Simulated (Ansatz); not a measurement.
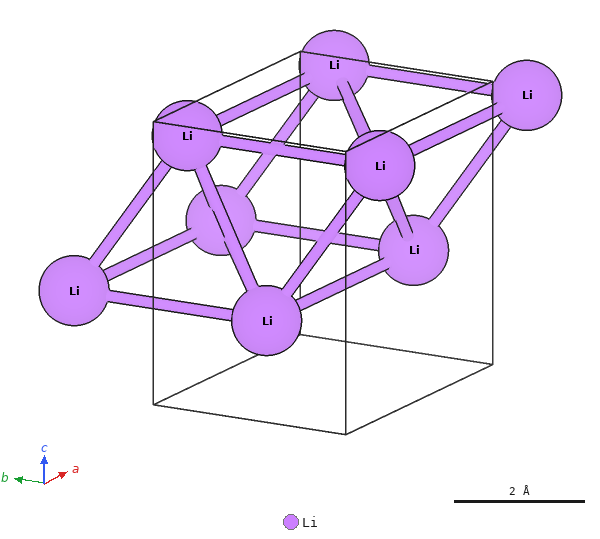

Reference structure: a symmetric starting cell of Li. A ball-and-stick model of the cell of the calculation, repeated 2 × 2 × 1 with one cell outlined, seen from a free direction.

Method: DFT PBE, scalar-relativistic, plane waves, PAW in Ansatz. Set-up: plane-wave cutoff 420 eV; k-point mesh 15 × 15 × 8; occupations gaussian; smearing width 0.1 eV; no spin polarisation.

Now this is done to it. The cell is strained by −8.1 % along c and +0.9 % across it (volume −6.6 %), the atoms keeping their fractional coordinates. No relaxation follows. The starting cell wasn't computed here and needn't be at equilibrium, so pressure and forces aren't due to the change alone.

Input file:
```yaml
crystal:
  lattice:
    - [3.1377878801, 0.0, 0.0]
    - [-1.5688939401, 2.7174040159, 0.0]
    - [0.0, 0.0, 4.67848073]
  atoms:
    - { symbol: Li, position: [0.3333333333, 0.6666666667, 0.25] }
    - { symbol: Li, position: [0.6666666667, 0.3333333333, 0.75] }
basis:
  ecutwfc: 420
kpoints:
  mp_grid: { grid: [15, 15, 8] }
hamiltonian:
  xc: pbe
scf:
  occupations: { method: gaussian, width: 0.1 }
output:
  forces: true
  stress: true
  eigenvalues: true
  populations: true
```

Command:
```bash
ansatz run input.yaml --threads 1 --pin off --max-ram 1331MiB --backend cpu --events-out ev --progress --plain --runs-dir out
```

Q: What does the calculation give for the changed structure?

A: Some distances before and after: Li–Li 3.114 → 2.959 to 3.138 Å. The space group stays P6_3/mmc (No. 194). The pressure is 0.2 GPa (not all of it need come from the change, since the unchanged cell can be under pressure at this level too). The principal stresses (compression positive) are 1.2 GPa along c and −0.3 GPa across it. All forces vanish by symmetry.

Drawn alike, the variant:

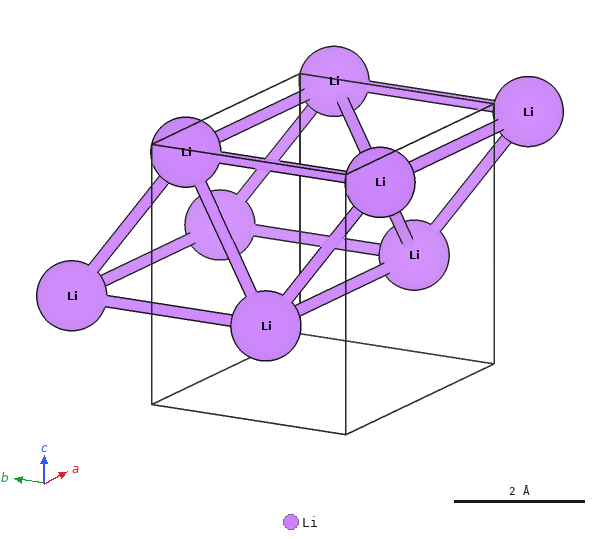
